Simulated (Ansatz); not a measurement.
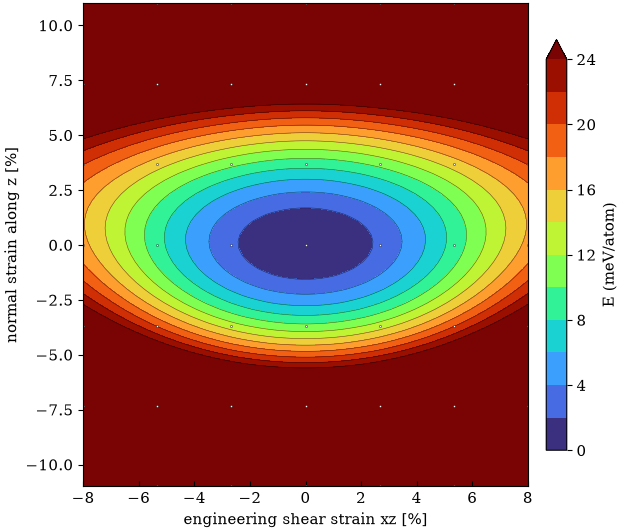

GaSb₃ (Fm-3m, No. 225; 4 atoms in the cell). The energy is mapped over two homogeneous strains (x, y and z along the cube axes). First axis: engineering shear strain xz. Second axis: normal strain along z. Nothing is relaxed (fractional coordinates fixed). Grid: 7 × 7 points; 28 points were computed and 21 follow by symmetry. Points are written as (first, second). Energies are in meV/atom, from the lowest grid point. These are results of Ansatz 0.2.0, DFT LDA, scalar-relativistic, plane waves, PAW, not measurements. Settings: cutoff 420 eV, k-mesh 10×10×10, gaussian smearing 0.15 eV, no spin polarisation.

In the figure: filled contours, dots at the grid points, one colour for all values above the top of the scale. Between grid points the surface is interpolated.

Where is the minimum, and how stiff is the crystal against these two strains (in GPa)?

The interpolated minimum is at 0.0 % and 0.0 %. Divided by the cell volume of 95.0 Å³, the second derivatives of the energy there are about 47 GPa along the first strain and 101 GPa along the second, with a cross term of about 0 GPa (clamped ions). Round the minimum the two coordinates are nearly uncoupled.

PAW datasets: the set soft_1.
